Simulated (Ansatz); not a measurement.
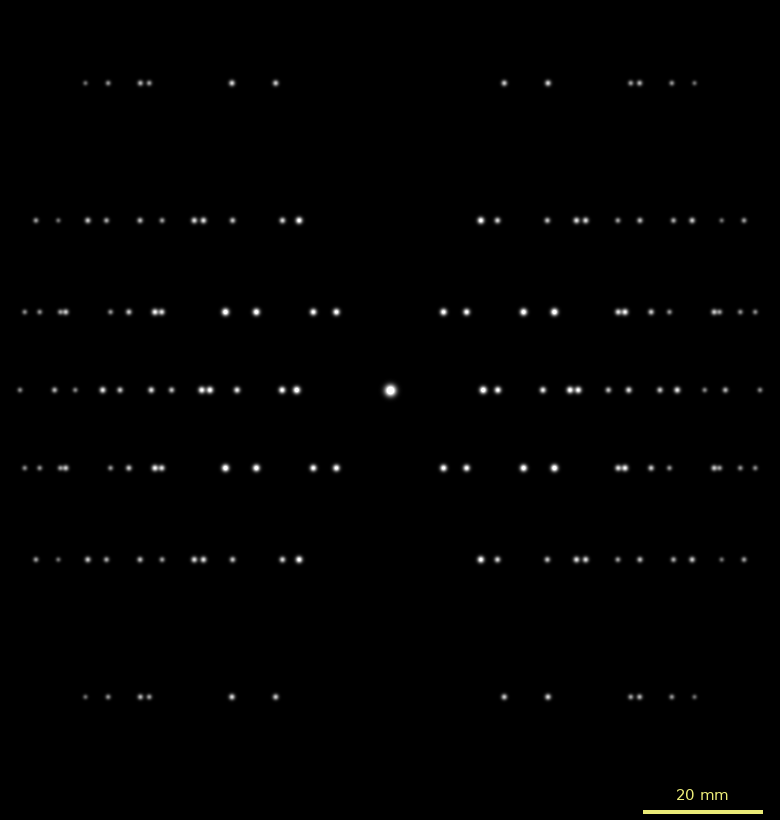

Simulated X-ray rotation photograph: Mo Kα radiation (λ = 0.7107 Å), cylindrical film of radius 57.3 mm unrolled, rotation axis vertical and normal to the beam, kinematic intensities without Lorentz or polarisation factors, the film spanning ±63° about the beam; spots down to d = 0.68 Å.

Measure the layer lines and find the identity period along the axis.

Answer. The first layer line lies 13.2 mm from the equator, so tan ν = 0.230, sin ν = 0.224 and the period is λ/sin ν = 3.18 Å. Further lines follow at 28.7, 51.9 mm.

The crystal is Mg, space group Fm-3m (No. 225), a = 4.493 Å. Structure: the end point of a relaxation with DFT, PBEsol, plane waves (420 eV) with PAW, scalar-relativistic (Ansatz); the starting structure was generated, so it need not be a known form of this composition.

About which axis was it rotated?

Answer. About [110] (or an equivalent direction), whose length in the conventional cell is 6.354 Å; the F centring shortens the period to 1/2 of it.
